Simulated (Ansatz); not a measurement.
Run report: Al, geometry relaxation (part 2 of 2)

Continued. System: Al (4 atoms in the cell). Method: DFT PBE, scalar-relativistic, plane waves, PAW, no spin polarisation (Ansatz 0.2.0); cutoff 420 eV, 18×18×6 k-mesh, Gaussian smearing of 0.1 eV. The structure derives from a Materials Project entry.

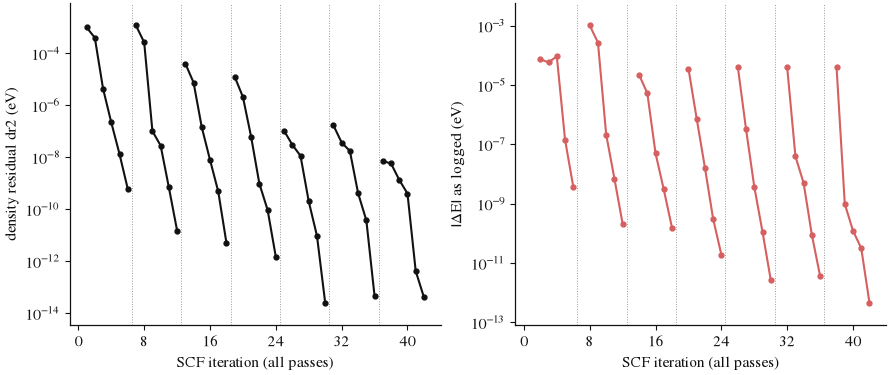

Figure 1. Convergence of the self-consistent field: density residual dr2 and size of the energy change against the SCF iteration. The dotted lines part the SCF passes of the relaxation: geometry steps, rejected trials and re-solves on a re-selected basis. The 7 passes take 6 iterations each, 42 in all.

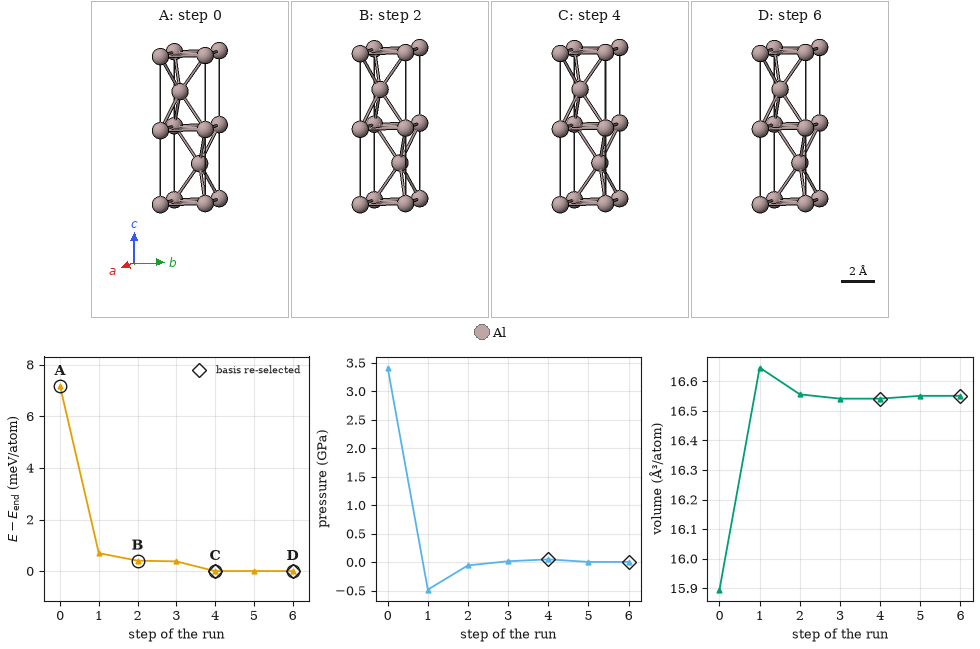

Figure 2. Frames of the relaxation (ball-and-stick view of the cell of the calculation, seen slightly off an axis) above the curves, on which the letters mark them (the first geometry is step 0 here and step 1 in the log).

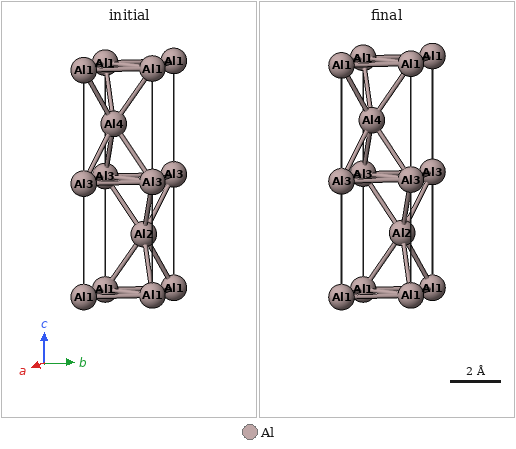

Figure 3. Before (left) and after (right) the relaxation, at one scale (ball-and-stick view of the cell of the calculation, seen slightly off an axis). The atoms keep their places relative to the cell (all moves are under 0.005 Å). The drawn cell changes as follows: a = b 2.827 → 2.854 Å (+1.0 %), c 9.186 → 9.383 Å (+2.1 %); the volume changes by +4.1 %. Distances before and after: Al1–Al2 2.817 → 2.867 Å, Al1–Al1 2.827 → 2.854 Å. The space group stays P6_3/mmc (No. 194). After 4 geometry steps the energy has fallen by 7.2 meV per atom. All forces vanish by symmetry, so only the cell relaxes. Pressure: 3.42 GPa at the start and 0.00 GPa at the end. The basis was re-selected once at an unchanged geometry, which shifts the energy a little without any move. The energy change given includes the shifts at the re-selections in mid-walk, which come without any move. A last SCF at the same geometry on a re-selected plane-wave basis shifts the energy by next to nothing (0.0 meV per atom). (Atoms are counted from 1 in the order of the input.)

```
basis re-selected at this cell: Δ(F+E_penalty+E_count) = -1.668e-5 eV, ΔP = +0.000 GPa vs the last step (what re-selecting the basis moved, of the pressure what is left beyond the Pulay correction that the steps carried, after the strain that the cell walked since its last selection, with what the two solves' SCF thresholds leave and, on support functions, any second-order correction that the steps lacked; it is no measure of the basis error at this ecutwfc). This SCF's stress stands 6.09e-3 GPa from its target on what of the cell is left free (relax.cell.stress_tol is 5.00e-2 GPa) and its largest allowed force component is 2.49e-17 eV/Å (relax.f_tol is 5.00e-3 eV/Å): within both
SCF converged after 6 iterations
Free energy (F): -2149.964430 eV
Harris-Foulkes:  -2149.964430 eV  (|F-HF|=0.00e0)
Internal energy: -2149.957130 eV  (E = F + TS)
E sigma→0 (E₀):  -2149.960780 eV
Entropy (-TS):   -0.007300 eV (-1.825 meV/atom)
Fermi energy:    7.905417 eV
--- Per-component energies (eV) ---
  E_band       = 42.024697
  E_kinetic    = 90.807966
  E_local      = 39.387473  (includes V_loc(G=0)·N_el)
  E_nonlocal   = 41.359307
  E_hartree    = 0.398117
  E_xc         = -158.843593
  E_vxc        = -115.708270  (∫ρ·V_xc dr)
  E_paw        = -1869.316564  (= ΣΔE_a)
  E_vpaw       = -14.618004  (= ΣTr[D̂ρ^β])
  E_aug_tail   = -0.000009  (compensation charges beyond the density's cutoff)
  E_ewald      = -293.749828
  E_smearing   = -0.007300  (= −TS)
  E_closure    = 0.000000  (closes the sum)
  Σ components = -2149.964430   (vs F -2149.964430, Δ=0.00e0)
--- Forces (eV/Å), atoms counted from 1 ---
  atom   1  Al    -0.00000000    -0.00000000     0.00000000
  atom   2  Al     0.00000000     0.00000000     0.00000000
  atom   3  Al     0.00000000    -0.00000000     0.00000000
  atom   4  Al    -0.00000000    -0.00000000     0.00000000
  max |Σ_I F_I| component: 2.31e-18 eV/Å
--- Stress (GPa, compression-positive) ---
        0.003590       0.000000       0.000000
        0.000000       0.003590       0.000000
        0.000000       0.000000       0.006088
  P = ⅓ Tr σ = 0.0044 GPa (0.044 kbar)
--- Band table (eV; the first three rows and the last of 148) ---
  k-point 0: bands = ["-3.1955", "-1.5281", "-1.5214", "3.3029", "3.4551", "11.2124", "11.2235", "18.6280", "18.6280", "18.8008", "18.8008", "19.7471", "19.7471", "19.9156"]
  k-point 1: bands = ["-3.1488", "-2.0332", "-0.9261", "2.3451", "4.4952", "9.7280", "12.7712", "18.6646", "18.6646", "18.8382", "18.8382", "19.1892", "19.5282", "19.5282"]
  k-point 2: bands = ["-3.0089", "-2.4505", "-0.2385", "1.3989", "5.6876", "8.3071", "14.3780", "17.6618", "18.7732", "18.7732", "18.9448", "18.9448", "19.2317", "19.2317"]
  k-point 147: bands = ["4.9084", "4.9084", "5.0556", "5.0556", "5.0857", "5.0857", "7.7408", "7.7408", "8.3466", "8.3466", "9.0084", "9.0084", "13.9701", "13.9701"]
--- Relaxed structure (5 steps of the walk, 5 accepted, 2 SCFs on fresh bases) ---
  F+E_penalty+E_count = -2149.96443023 eV   max|allowed force component| = 2.486e-17 eV/Å   (the final SCF, on the basis selected at the relaxed cell)
  cell:  # Å, volume = 66.2045 Å³
    - [2.8543223329854897, 0.0, 0.0]
    - [-1.4271611664927448, 2.4719156509546996, 0.0]
    - [0.0, 0.0, 9.383192585418975]
  atoms:
    - { symbol: Al, position: [4.969365876221564e-33, 1.9809223982352483e-34, -3.521623006692444e-36] }
    - { symbol: Al, position: [0.33333333333333337, 0.6666666666666667, 0.25] }
    - { symbol: Al, position: [4.978299930330738e-33, 1.8580109774553983e-34, 0.5] }
    - { symbol: Al, position: [0.6666666666666667, 0.33333333333333337, 0.75] }
```

### Trajectory as extended XYZ (Å, eV, eV/Å), 7 frames, from step=1 to step=7
```
4
Lattice="2.8271 0.0000 0.0000 -1.4135 2.4483 0.0000 0.0000 0.0000 9.1860" Properties=species:S:1:pos:R:3:forces:R:3 step=1 energy=-2149.93575 pressure_GPa=3.42
Al    0.0000    0.0000    0.0000    0.0000   0.0000   0.0000
Al    0.0000    1.6322    2.2965    0.0000   0.0000   0.0000
Al    0.0000    0.0000    4.5930    0.0000   0.0000   0.0000
Al    1.4135    0.8161    6.8895    0.0000   0.0000   0.0000
4
Lattice="2.8652 0.0000 0.0000 -1.4326 2.4813 0.0000 0.0000 0.0000 9.3659" Properties=species:S:1:pos:R:3:forces:R:3 step=2 energy=-2149.96164 pressure_GPa=-0.48
Al    0.0000    0.0000    0.0000    0.0000   0.0000   0.0000
Al    0.0000    1.6542    2.3415    0.0000   0.0000   0.0000
Al    0.0000    0.0000    4.6829    0.0000   0.0000   0.0000
Al    1.4326    0.8271    7.0244    0.0000   0.0000   0.0000
4
Lattice="2.8567 0.0000 0.0000 -1.4284 2.4740 0.0000 0.0000 0.0000 9.3702" Properties=species:S:1:pos:R:3:forces:R:3 step=3 energy=-2149.96281 pressure_GPa=-0.06
Al    0.0000    0.0000    0.0000    0.0000   0.0000   0.0000
Al    0.0000    1.6493    2.3426    0.0000   0.0000   0.0000
Al    0.0000    0.0000    4.6851    0.0000   0.0000   0.0000
Al    1.4284    0.8247    7.0277    0.0000   0.0000   0.0000
4
Lattice="2.8538 0.0000 0.0000 -1.4269 2.4714 0.0000 0.0000 0.0000 9.3814" Properties=species:S:1:pos:R:3:forces:R:3 step=4 energy=-2149.96292 pressure_GPa=0.02
Al    0.0000    0.0000    0.0000    0.0000   0.0000   0.0000
Al    0.0000    1.6476    2.3453    0.0000   0.0000   0.0000
Al    0.0000    0.0000    4.6907    0.0000   0.0000   0.0000
Al    1.4269    0.8238    7.0360    0.0000   0.0000   0.0000
4
Lattice="2.8538 0.0000 0.0000 -1.4269 2.4714 0.0000 0.0000 0.0000 9.3814" Properties=species:S:1:pos:R:3:forces:R:3 step=5 energy=-2149.96442 pressure_GPa=0.05
Al    0.0000    0.0000    0.0000    0.0000   0.0000   0.0000
Al    0.0000    1.6476    2.3453    0.0000   0.0000   0.0000
Al    0.0000    0.0000    4.6907    0.0000   0.0000   0.0000
Al    1.4269    0.8238    7.0360    0.0000   0.0000   0.0000
4
Lattice="2.8543 0.0000 0.0000 -1.4272 2.4719 0.0000 0.0000 0.0000 9.3832" Properties=species:S:1:pos:R:3:forces:R:3 step=6 energy=-2149.96441 pressure_GPa=0.00
Al    0.0000    0.0000    0.0000    0.0000   0.0000   0.0000
Al    0.0000    1.6479    2.3458    0.0000   0.0000   0.0000
Al    0.0000    0.0000    4.6916    0.0000   0.0000   0.0000
Al    1.4272    0.8240    7.0374    0.0000   0.0000   0.0000
4
Lattice="2.8543 0.0000 0.0000 -1.4272 2.4719 0.0000 0.0000 0.0000 9.3832" Properties=species:S:1:pos:R:3:forces:R:3 step=7 energy=-2149.96443 pressure_GPa=0.00
Al    0.0000    0.0000    0.0000    0.0000   0.0000   0.0000
Al    0.0000    1.6479    2.3458    0.0000   0.0000   0.0000
Al    0.0000    0.0000    4.6916    0.0000   0.0000   0.0000
Al    1.4272    0.8240    7.0374    0.0000   0.0000   0.0000
```

This output came from the following input.

### The input
```yaml
crystal:
  lattice:
    - [2.8270770242, 0.0, 0.0]
    - [-1.4135385121, 2.4483205214, 0.0]
    - [0.0, 0.0, 9.18599307]
  atoms:
    - { symbol: Al, position: [0.0, 0.0, 0.0] }
    - { symbol: Al, position: [0.33333333, 0.66666667, 0.25] }
    - { symbol: Al, position: [0.0, 0.0, 0.5] }
    - { symbol: Al, position: [0.66666667, 0.33333333, 0.75] }
basis:
  ecutwfc: 420
kpoints:
  mp_grid: { grid: [18, 18, 6] }
hamiltonian:
  xc: pbe
scf:
  occupations: { method: gaussian, width: 0.1 }
output:
  forces: true
  stress: true
  eigenvalues: true
relax:
  adjacent_minimum: "off"
  f_tol: 0.005
  max_steps: 80
  cell: { stress_tol: 0.05 }
```

Launch command:
```bash
ansatz run input.yaml --threads 1 --pin off --max-ram 2560MiB --backend cpu --events-out ev --progress --plain --runs-dir out
```

### Key numbers

| quantity | value |
| --- | --- |
| outcome | converged |
| space group (tolerance 0.01 Å) | P6₃/mmc (194) |
| electrons treated | 12 |
| free energy | −2149.9644 eV |
| Fermi energy | 7.905 eV |
| gap on the k-point mesh | none (metallic) |
| pressure | 0.00 GPa |
| final volume | 66.20 Å³ |
| largest force (length of the vector) at the end | under 0.001 eV/Å |
| final cell | a = 2.854 Å, b = 2.854 Å, c = 9.383 Å, α = 90.00°, β = 90.00°, γ = 120.00° |
| hardware | 1 thread of AMD EPYC 7571, 32 GiB of memory available, shared host |
| wall time | 96 s |
| peak memory | 0.49 GiB |
